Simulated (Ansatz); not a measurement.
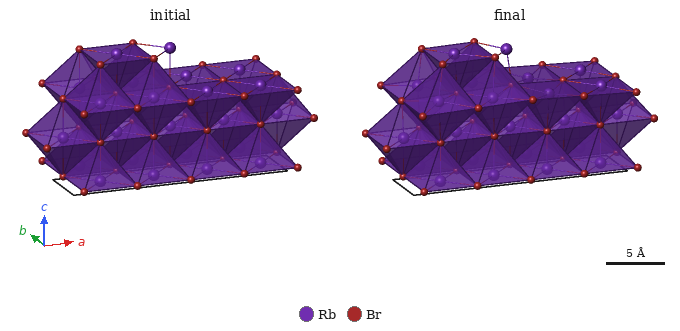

The structure of a slab of composition RbBr (cut from the Fm-3m phase) before (left) and after (right) a constrained relaxation, at one scale.

A polyhedral model of the cell of the calculation, outlined in the plane, without the vacuum (origin shifted), seen slightly off an axis.

Case: stripe of 2 of 4 rows, two steps. 8 atoms are held fixed.

The calculation used DFT PBE, scalar-relativistic, plane waves, PAW (Ansatz). (plane-wave cutoff 420 eV; k-point mesh 2 × 6 × 1; occupations gaussian; smearing width 0.05 eV; no spin polarisation; dipole correction; atoms relaxed in a fixed cell; force threshold 0.02 eV/Å; at most 45 steps)

Q: Summarise the run.

A: A Rb atom moves most: 0.35 Å at 78° to the normal (−c side). Largest moves by element: Rb 0.35 Å, Br 0.25 Å. The cell stays as it was. Some distances before and after: Br–Rb 3.509 → 3.206 Å, Br–Rb 3.509 → 3.778 Å, Br–Rb 3.509 → 3.757 Å, Br–Rb 3.509 → 3.296 Å. Among the angles between lasting bonds that change: Rb–Br–Rb 90.0° → 103.0°, Rb–Br–Rb 180.0° → 168.1°, Br–Rb–Br 90.0° → 101.4°. Over 4 geometry steps the energy falls by 0.581 eV per cell of the calculation. The largest force component goes from 0.72 to 0.0043 eV/Å.
